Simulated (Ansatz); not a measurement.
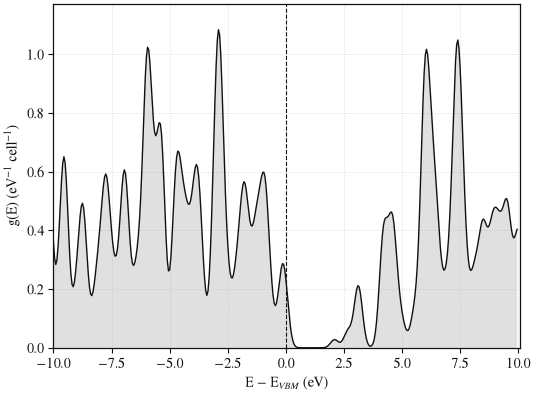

Density of states. Energies are counted from the top of the valence band. The curve is built from the levels of the k mesh with Gaussians 0.4 eV wide, which also blur the band edges.

Calculation on BN, space group R-3m, 2 atoms in the cell, rocksalt type, shear (111) strain +1.5%.

Ansatz 0.2.0; DFT, HSE06, plane waves, PAW, no spin polarisation, 8×8×8 k mesh, 420 eV cutoff.

Metal or insulator, going by the density of states?

There is a gap; over the k points computed it is 2.09 eV (indirect; the smallest direct gap is 7.00 eV).

The cell is at −14 GPa in this functional.
